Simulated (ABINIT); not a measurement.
Geometry relaxation, with input and output: Si (part 3 of 3)

Si (4 atoms in the cell); Kohn-Sham DFT of a periodic cell, PBEsol, PseudoDojo NC SR PBEsol v0.4.1 standard, no spin polarisation (ABINIT 10.8.3); cutoff 489.81 eV, 6×6×3 k-mesh, fermi-dirac of 0.05 eV. The structure derives from a Materials Project entry.

Geometry of the input (Å; fractional positions):
```
3.8313  0.0000  0.0000
-1.9157  3.3180  0.0000
0.0000  0.0000  6.3326
Si 0.6667  0.3333  0.9370
Si 0.3333  0.6667  0.4370
Si 0.6667  0.3333  0.5630
Si 0.3333  0.6667  0.0630
```

## The program's output, continued
```
 ------------------------------------------------
 Atom  Sphere_radius  Integrated_density
    1        2.00000          1.78898655
    2        2.00000          1.78898655
    3        2.00000          1.78898655
    4        2.00000          1.78898655

---OUTPUT-----------------------------------------------------------------------

 Cartesian coordinates (xcart) [bohr]
  3.61482656666782E+00  2.08702109145384E+00  1.11883504508717E+01
 -6.65702478070321E-11  4.17404218290769E+00  5.21865887856200E+00
  3.61482656666782E+00  2.08702109145384E+00  6.72072426605737E+00
 -6.65702478070321E-11  4.17404218290769E+00  7.51032693747684E-01
 Reduced coordinates (xred)
  6.66666666666667E-01  3.33333333333333E-01  9.37096189589481E-01
  3.33333333333333E-01  6.66666666666667E-01  4.37096189589481E-01
  6.66666666666667E-01  3.33333333333333E-01  5.62903810410519E-01
  3.33333333333333E-01  6.66666666666667E-01  6.29038104105191E-02
 Cartesian forces (fcart) [Ha/bohr]; max,rms= 3.04797E-05 1.75975E-05 (free atoms)
 -7.44889187204270E-29 -2.15030986365798E-28  3.04797439043607E-05
 -7.44889187204270E-29  3.01043380909265E-28  3.04797439043607E-05
  7.44889187204270E-29 -3.01043380909265E-28 -3.04797439043607E-05
  7.44889187204270E-29  2.15030986365798E-28 -3.04797439043607E-05
 Gradient of E wrt nuclear positions in reduced coordinates (gred)
  5.38529044630877E-28  1.07705808926175E-27 -3.63909340624039E-04
  5.38529044630877E-28 -2.15411617852351E-27 -3.63909340624039E-04
 -5.38529044630877E-28  2.15411617852351E-27  3.63909340624039E-04
 -5.38529044630877E-28 -1.07705808926175E-27  3.63909340624039E-04
 Scale of Primitive Cell (acell) [bohr]
  7.22965313340221E+00  7.22965313369935E+00  1.19393831446194E+01
 Real space primitive translations (rprimd) [bohr]
  7.22965313340221E+00  0.00000000000000E+00  0.00000000000000E+00
 -3.61482656680096E+00  6.26106327436154E+00  0.00000000000000E+00
  0.00000000000000E+00  0.00000000000000E+00  1.19393831446194E+01
 Unitary Cell Volume (ucvol) [Bohr^3]=  5.40439947542255E+02
 Angles (23,13,12)= [degrees]
  9.00000000000000E+01  9.00000000000000E+01  1.19999999999554E+02
 Lengths [Bohr]
  7.22965313340221E+00  7.22965313369935E+00  1.19393831446194E+01
 Stress tensor in cartesian coordinates (strten) [Ha/bohr^3]
  9.02824024121181E-08  2.74857355105348E-14  0.00000000000000E+00
  2.74857355105348E-14  9.02822452615668E-08  0.00000000000000E+00
  0.00000000000000E+00  0.00000000000000E+00 -1.87300721683249E-07
 Total energy (etotal) [Ha]= -1.69231846708222E+01

 Difference of energy with previous step (new-old):
           Absolute (Ha)=-1.43972E-07
           Relative     =-8.50736E-09

--- Iteration: ( 6/50) Internal Cycle: (1/1)
--------------------------------------------------------------------------------

---SELF-CONSISTENT-FIELD CONVERGENCE--------------------------------------------

--- !BeginCycle
iteration_state: {dtset: 1, itime: 6, icycle: 1, }
solver: {iscf: 7, nstep: 80, nline: 4, wfoptalg: 0, }
tolerances: {tolvrs: 1.00E-12, }
...

     iter   Etot(hartree)      deltaE(h)  residm     vres2
 ETOT  1  -16.923184674727    -1.692E+01 2.070E-07 1.310E-06
 ETOT  2  -16.923184674749    -2.177E-11 1.544E-07 4.905E-09
 ETOT  3  -16.923184674749    -5.791E-13 3.338E-07 5.696E-10
 ETOT  4  -16.923184674749     7.105E-15 1.147E-07 2.485E-11
 ETOT  5  -16.923184674750    -6.395E-14 2.472E-07 1.779E-13

 At SCF step    5       vres2   =  1.78E-13 < tolvrs=  1.00E-12 =>converged.

 Cartesian components of stress tensor (hartree/bohr^3)
  sigma(1 1)=  6.75816027E-08  sigma(3 2)=  0.00000000E+00
  sigma(2 2)=  6.75814455E-08  sigma(3 1)=  0.00000000E+00
  sigma(3 3)= -1.49976639E-07  sigma(2 1)=  2.74860934E-14

--- !ResultsGS
iteration_state: {dtset: 1, itime: 6, icycle: 1, }
comment   : Summary of ground state results
lattice_vectors:
- [  7.2296673,   0.0000000,   0.0000000, ]
- [ -3.6148337,   6.2610756,   0.0000000, ]
- [  0.0000000,   0.0000000,  11.9393359, ]
lattice_lengths: [   7.22967,    7.22967,   11.93934, ]
lattice_angles: [ 90.000,  90.000, 120.000, ] # degrees, (23, 13, 12)
lattice_volume:   5.4043993E+02
convergence: {deltae: -6.395E-14, res2:  1.779E-13, residm:  2.472E-07, diffor: null, }
etotal    :  -1.69231847E+01
entropy   :   0.00000000E+00
fermie    :   1.83400791E-01
cartesian_stress_tensor: # hartree/bohr^3
- [  6.75816027E-08,   2.74860934E-14,   0.00000000E+00, ]
- [  2.74860934E-14,   6.75814455E-08,   0.00000000E+00, ]
- [  0.00000000E+00,   0.00000000E+00,  -1.49976639E-07, ]
pressure_GPa:   1.4528E-04
xred      :
- [  6.6667E-01,   3.3333E-01,   9.3710E-01, Si]
- [  3.3333E-01,   6.6667E-01,   4.3710E-01, Si]
- [  6.6667E-01,   3.3333E-01,   5.6290E-01, Si]
- [  3.3333E-01,   6.6667E-01,   6.2900E-02, Si]
cartesian_forces: # hartree/bohr
- [ -7.44887725E-29,   3.87055016E-28,   1.97433968E-05, ]
- [ -3.72443863E-28,  -3.01042790E-28,   1.97433968E-05, ]
- [  2.23466318E-28,   4.30061129E-29,  -1.97433968E-05, ]
- [  2.23466318E-28,  -1.29018339E-28,  -1.97433968E-05, ]
force_length_stats: {min:   1.97433968E-05, max:   1.97433968E-05, mean:   1.97433968E-05, }
...

 Integrated electronic density in atomic spheres:
 ------------------------------------------------
 Atom  Sphere_radius  Integrated_density
    1        2.00000          1.78898687
    2        2.00000          1.78898687
    3        2.00000          1.78898687
    4        2.00000          1.78898687

---OUTPUT-----------------------------------------------------------------------

 Cartesian coordinates (xcart) [bohr]
  3.61483366241633E+00  2.08702518818616E+00  1.11883504979141E+01
 -6.65702478080824E-11  4.17405037637232E+00  5.21868254353289E+00
  3.61483366241633E+00  2.08702518818616E+00  6.72065336522959E+00
 -6.65702478080824E-11  4.17405037637232E+00  7.50985410848348E-01
 Reduced coordinates (xred)
  6.66666666666667E-01  3.33333333333333E-01  9.37099900983840E-01
  3.33333333333333E-01  6.66666666666667E-01  4.37099900983840E-01
  6.66666666666667E-01  3.33333333333333E-01  5.62900099016160E-01
  3.33333333333333E-01  6.66666666666667E-01  6.29000990161595E-02
 Cartesian forces (fcart) [Ha/bohr]; max,rms= 1.97434E-05 1.13989E-05 (free atoms)
 -7.44887725021819E-29  3.87055015682821E-28  1.97433967756489E-05
 -3.72443862510910E-28 -3.01042789982391E-28  1.97433967756489E-05
  2.23466317506546E-28  4.30061128573427E-29 -1.97433967756489E-05
  2.23466317506546E-28 -1.29018338557772E-28 -1.97433967756489E-05
 Gradient of E wrt nuclear positions in reduced coordinates (gred)
  5.38529044630877E-28 -2.69264522315439E-27 -2.35723046084450E-04
  2.69264522315439E-27  5.38529044630877E-28 -2.35723046084450E-04
 -1.61558713389263E-27  5.38529044630877E-28  2.35723046084450E-04
 -1.61558713389263E-27  1.61558713389263E-27  2.35723046084450E-04
 Scale of Primitive Cell (acell) [bohr]
  7.22966732489924E+00  7.22966732519638E+00  1.19393359087625E+01
 Real space primitive translations (rprimd) [bohr]
  7.22966732489924E+00  0.00000000000000E+00  0.00000000000000E+00
 -3.61483366254948E+00  6.26107556455848E+00  0.00000000000000E+00
  0.00000000000000E+00  0.00000000000000E+00  1.19393359087625E+01
 Unitary Cell Volume (ucvol) [Bohr^3]=  5.40439931110546E+02
 Angles (23,13,12)= [degrees]
  9.00000000000000E+01  9.00000000000000E+01  1.19999999999554E+02
 Lengths [Bohr]
  7.22966732489924E+00  7.22966732519638E+00  1.19393359087625E+01
 Stress tensor in cartesian coordinates (strten) [Ha/bohr^3]
  6.75816026775560E-08  2.74860933759184E-14  0.00000000000000E+00
  2.74860933759184E-14  6.75814455296068E-08  0.00000000000000E+00
  0.00000000000000E+00  0.00000000000000E+00 -1.49976638688393E-07
 Total energy (etotal) [Ha]= -1.69231846747495E+01

 Difference of energy with previous step (new-old):
           Absolute (Ha)=-3.92729E-09
           Relative     =-2.32066E-10

 At Broyd/MD step   6, gradients are converged :
  max grad (force/stress) = 1.9743E-05 < tolmxf= 2.0000E-05 ha/bohr (free atoms)

================================================================================

 ----iterations are completed or convergence reached----

 Mean square residual over all n,k,spin=   14.715E-10; max=  24.720E-08
 reduced coordinates (array xred) for    4 atoms
       0.666666666667      0.333333333333      0.937099900984
       0.333333333333      0.666666666667      0.437099900984
       0.666666666667      0.333333333333      0.562900099016
       0.333333333333      0.666666666667      0.062900099016
 rms dE/dt=  1.3609E-04; max dE/dt=  2.3572E-04; dE/dt below (all hartree)
    1       0.000000000000     -0.000000000000     -0.000235723046
    2       0.000000000000      0.000000000000     -0.000235723046
    3      -0.000000000000      0.000000000000      0.000235723046
    4      -0.000000000000      0.000000000000      0.000235723046

 cartesian coordinates (angstrom) at end:
    1      1.91288759405803     1.10440616741942     5.92062010707477
    2     -0.00000000003523     2.20881233483884     2.76160787110140
    3      1.91288759405803     1.10440616741942     3.55641660084534
    4     -0.00000000003523     2.20881233483884     0.39740436487197

 cartesian forces (hartree/bohr) at end:
    1     -0.00000000000000     0.00000000000000     0.00001974339678
    2     -0.00000000000000    -0.00000000000000     0.00001974339678
    3      0.00000000000000     0.00000000000000    -0.00001974339678
    4      0.00000000000000    -0.00000000000000    -0.00001974339678
 frms,max,avg= 1.1398855E-05 1.9743397E-05   0.000E+00  0.000E+00  0.000E+00 h/b

 cartesian forces (eV/Angstrom) at end:
    1     -0.00000000000000     0.00000000000000     0.00101524628190
    2     -0.00000000000000    -0.00000000000000     0.00101524628190
    3      0.00000000000000     0.00000000000000    -0.00101524628190
    4      0.00000000000000    -0.00000000000000    -0.00101524628190
 frms,max,avg= 5.8615271E-04 1.0152463E-03   0.000E+00  0.000E+00  0.000E+00 e/A
 length scales=  7.229667324899  7.229667325196 11.939335908762 bohr
              =  3.825775188151  3.825775188309  6.318024471947 angstroms
 Fermi (or HOMO) energy (hartree) =   0.18340   Average Vxc (hartree)=  -0.34582
 Eigenvalues (hartree) for nkpt=  14  k points:
 kpt#   1, nband= 12, wtk=  0.00926, kpt=  0.0000  0.0000  0.0000 (reduced coord)
  -0.27214   -0.18706   -0.08933    0.12189    0.12189    0.16576    0.17854    0.17854
   0.21335    0.24977    0.24977    0.26318
      occupation numbers for kpt#   1
   2.00000    2.00000    2.00000    2.00000    2.00000    1.99986    1.86779    1.86779
   0.00000    0.00000    0.00000    0.00000
 prteigrs : prtvol=0 or 1, do not print more k-points.

--- !EnergyTerms
iteration_state     : {dtset: 1, itime: 6, icycle: 1, }
comment             : Components of total free energy in Hartree
kinetic             :  6.12614210863488E+00
hartree             :  1.09914584661081E+00
xc                  : -6.15002248838945E+00
Ewald energy        : -1.67739038266696E+01
psp_core            :  9.31352243666140E-01
local_psp           : -4.63485443883782E+00
non_local_psp       :  2.47899141788656E+00
internal            : -1.69231491370985E+01
'-kT*entropy'       : -3.55376510182734E-05
total_energy        : -1.69231846747495E+01
total_energy_eV     : -4.60503314696676E+02
band_energy         : -2.86394634418479E-01
...

 rms coord change=  6.3163E-05   atom, delta coord (reduced):
     1        0.000000000000      0.000000000000      0.000109400984
     2        0.000000000000      0.000000000000      0.000109400984
     3        0.000000000000      0.000000000000     -0.000109400984
     4        0.000000000000      0.000000000000     -0.000109400984

 Cartesian components of stress tensor (hartree/bohr^3)
  sigma(1 1)=  6.75816027E-08  sigma(3 2)=  0.00000000E+00
  sigma(2 2)=  6.75814455E-08  sigma(3 1)=  0.00000000E+00
  sigma(3 3)= -1.49976639E-07  sigma(2 1)=  2.74860934E-14

-Cartesian components of stress tensor (GPa)         [Pressure=  1.4528E-04 GPa]
- sigma(1 1)=  1.98831940E-03  sigma(3 2)=  0.00000000E+00
- sigma(2 2)=  1.98831477E-03  sigma(3 1)=  0.00000000E+00
- sigma(3 3)= -4.41246505E-03  sigma(2 1)=  8.08668786E-10

== END DATASET(S) ==============================================================
================================================================================

 -outvars: echo values of variables after computation  --------
            acell      7.2296673249E+00  7.2296673252E+00  1.1939335909E+01 Bohr
           etotal     -1.6923184675E+01
            fcart     -7.4488772502E-29  3.8705501568E-28  1.9743396776E-05
                      -3.7244386251E-28 -3.0104278998E-28  1.9743396776E-05
                       2.2346631751E-28  4.3006112857E-29 -1.9743396776E-05
                       2.2346631751E-28 -1.2901833856E-28 -1.9743396776E-05
            rprim      1.0000000000E+00  0.0000000000E+00  0.0000000000E+00
                      -4.9999999999E-01  8.6602540379E-01  0.0000000000E+00
                       0.0000000000E+00  0.0000000000E+00  1.0000000000E+00
           strten      6.7581602678E-08  6.7581445530E-08 -1.4997663869E-07
                       0.0000000000E+00  0.0000000000E+00  2.7486093376E-14
           xangst      1.9128875941E+00  1.1044061674E+00  5.9206201071E+00
                      -3.5227458040E-11  2.2088123348E+00  2.7616078711E+00
                       1.9128875941E+00  1.1044061674E+00  3.5564166008E+00
                      -3.5227458040E-11  2.2088123348E+00  3.9740436487E-01
             xred      6.6666666667E-01  3.3333333333E-01  9.3709990098E-01
                       3.3333333333E-01  6.6666666667E-01  4.3709990098E-01
                       6.6666666667E-01  3.3333333333E-01  5.6290009902E-01
                       3.3333333333E-01  6.6666666667E-01  6.2900099016E-02
 Calculation completed.
```

## Trajectory as extended XYZ (Å, eV, eV/Å), 6 frames, from step=0 to step=5
```
4
Lattice="3.8313 0.0000 0.0000 -1.9157 3.3180 0.0000 0.0000 0.0000 6.3326" Properties=species:S:1:pos:R:3:forces:R:3 step=0 energy=-460.50265
Si    1.9157    1.1060    5.9336    0.0000   0.0000   0.0118
Si    0.0000    2.2120    2.7673    0.0000   0.0000   0.0118
Si    1.9157    1.1060    3.5653    0.0000   0.0000  -0.0118
Si    0.0000    2.2120    0.3990    0.0000   0.0000  -0.0118
4
Lattice="3.8296 0.0000 0.0000 -1.9148 3.3165 0.0000 0.0000 0.0000 6.3291" Properties=species:S:1:pos:R:3:forces:R:3 step=1 energy=-460.50297
Si    1.9148    1.1055    5.9304    0.0000   0.0000   0.0092
Si    0.0000    2.2110    2.7659    0.0000   0.0000   0.0092
Si    1.9148    1.1055    3.5632    0.0000   0.0000  -0.0092
Si    0.0000    2.2110    0.3987    0.0000   0.0000  -0.0092
4
Lattice="3.8251 0.0000 0.0000 -1.9126 3.3127 0.0000 0.0000 0.0000 6.3196" Properties=species:S:1:pos:R:3:forces:R:3 step=2 energy=-460.50331
Si    1.9126    1.1042    5.9219    0.0000   0.0000   0.0025
Si    0.0000    2.2084    2.7621    0.0000   0.0000   0.0025
Si    1.9126    1.1042    3.5575    0.0000   0.0000  -0.0025
Si    0.0000    2.2084    0.3977    0.0000   0.0000  -0.0025
4
Lattice="3.8252 0.0000 0.0000 -1.9126 3.3128 0.0000 0.0000 0.0000 6.3194" Properties=species:S:1:pos:R:3:forces:R:3 step=3 energy=-460.50331
Si    1.9126    1.1043    5.9217    0.0000   0.0000   0.0025
Si    0.0000    2.2085    2.7620    0.0000   0.0000   0.0025
Si    1.9126    1.1043    3.5574    0.0000   0.0000  -0.0025
Si    0.0000    2.2085    0.3977    0.0000   0.0000  -0.0025
4
Lattice="3.8258 0.0000 0.0000 -1.9129 3.3132 0.0000 0.0000 0.0000 6.3180" Properties=species:S:1:pos:R:3:forces:R:3 step=4 energy=-460.50331
Si    1.9129    1.1044    5.9206    0.0000   0.0000   0.0016
Si    0.0000    2.2088    2.7616    0.0000   0.0000   0.0016
Si    1.9129    1.1044    3.5565    0.0000   0.0000  -0.0016
Si    0.0000    2.2088    0.3974    0.0000   0.0000  -0.0016
4
Lattice="3.8258 0.0000 0.0000 -1.9129 3.3132 0.0000 0.0000 0.0000 6.3180" Properties=species:S:1:pos:R:3:forces:R:3 step=5 energy=-460.50331
Si    1.9129    1.1044    5.9206    0.0000   0.0000   0.0010
Si    0.0000    2.2088    2.7616    0.0000   0.0000   0.0010
Si    1.9129    1.1044    3.5564    0.0000   0.0000  -0.0010
Si    0.0000    2.2088    0.3974    0.0000   0.0000  -0.0010
```

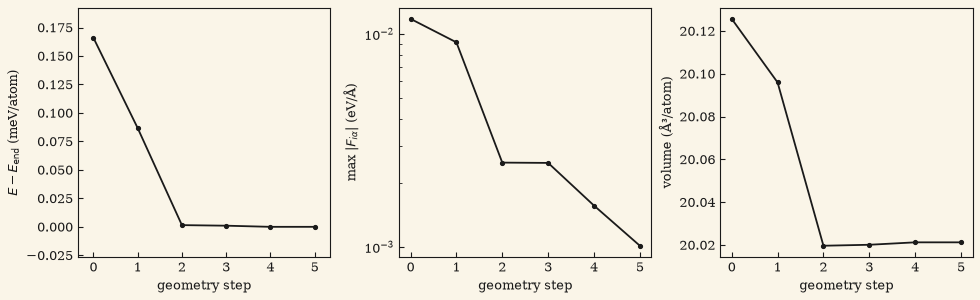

**Figure 1.** Progress of the relaxation, step by step (steps are counted from 0). No atom moves by more than 0.005 Å relative to the cell. The energy falls by 0.2 meV per atom in 5 geometry steps. The largest force component goes from 0.012 to 0.001 eV/Å.

## Results in brief

| quantity | value |
| --- | --- |
| outcome | converged |
| space group (tolerance 0.01 Å) | P6₃/mmc (194) |
| electrons treated | 16 |
| free energy | −460.5033 eV |
| Fermi energy | 4.991 eV |
| gap on the k-point mesh | 0.29 eV |
| pressure | 0.00 GPa |
| final volume | 80.08 Å³ |
| largest force (length of the vector) at the end | 0.001 eV/Å |
| final cell | a = 3.826 Å, b = 3.826 Å, c = 6.318 Å, α = 90.00°, β = 90.00°, γ = 120.00° |
| wall time | 32 s |
| peak memory | 0.07 GiB |
